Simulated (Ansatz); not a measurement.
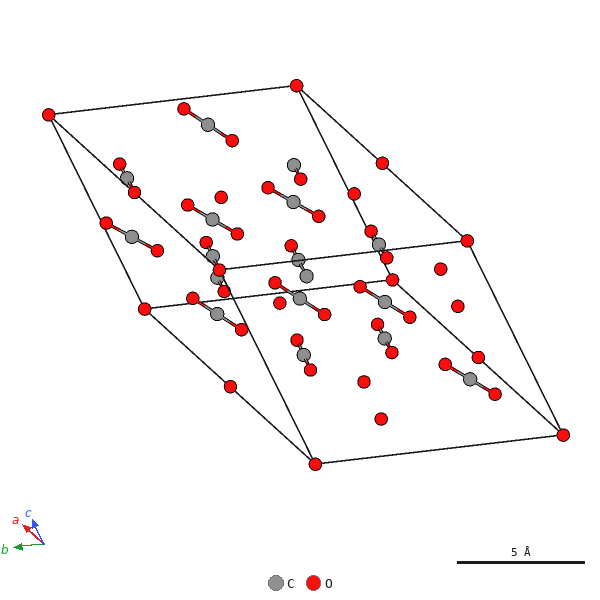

We look at a ball-and-stick model of the crystal from a general direction. Thin lines show the supercell, with boundary atoms drawn in all their periodic places. The host is CO2, in a cell of 48 sites, and the cell carries a charge of -2.

### What defect is present?

Carbon on an oxygen site (an antisite). It is bonded to one C at about 1.4 Å.

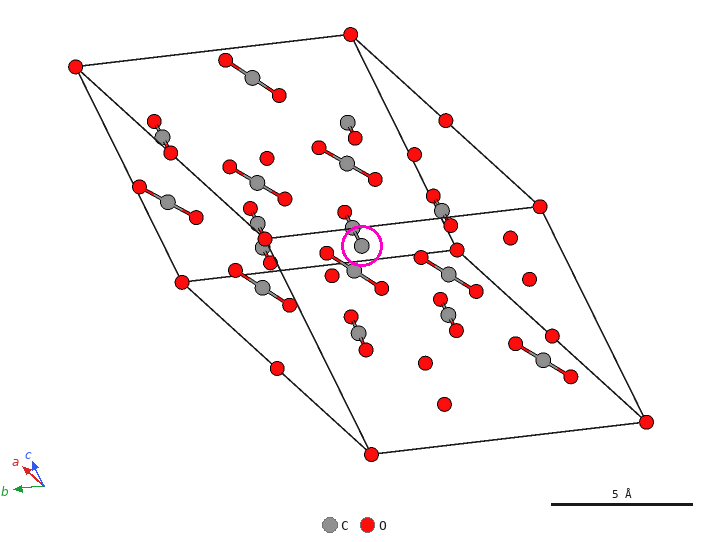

The same cell with a ring at the defect's site.

The structure comes from a structure listed in the Materials Project, repeated into a supercell with a point defect put in. Earlier steps of the study may have refined or changed the cell and positions. It was set up as input for a calculation with Ansatz.
